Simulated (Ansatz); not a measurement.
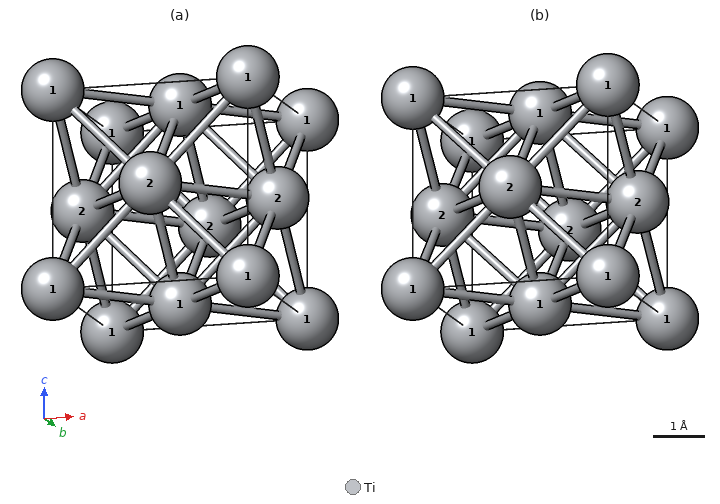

Left: a crystal of Ti (set up in Fm-3m). Right: the same structure after one change, at the same scale. Style: ball-and-stick. Shown: the conventional cell (2 times the calculation's cell), from a free direction. Lengths and directions refer to the drawn axes.

Computed with Ansatz, DFT PBEsol, scalar-relativistic, plane waves, PAW. (plane-wave cutoff 420 eV; k-point mesh 18 × 18 × 14; occupations gaussian; smearing width 0.1 eV; no spin polarisation)

> What distinguishes the right structure from the left one?

Strain along c alone, −4.0 %, is applied. Symmetry leaves the atoms no freedom, so this is a single point.

> How do the computed properties respond?

It costs 12.1 meV per atom. Pressure: 0.0 GPa before, 5.0 GPa after. The principal stresses (compression positive) are 5.9 GPa along c and 4.5 GPa across it. All forces vanish by symmetry. Near-neighbour distances before and after: Ti–Ti 2.868 → 2.811 to 2.868 Å. The space group (tolerance 0.01 Å) goes from Fm-3m (No. 225) to I4/mmm (No. 139).
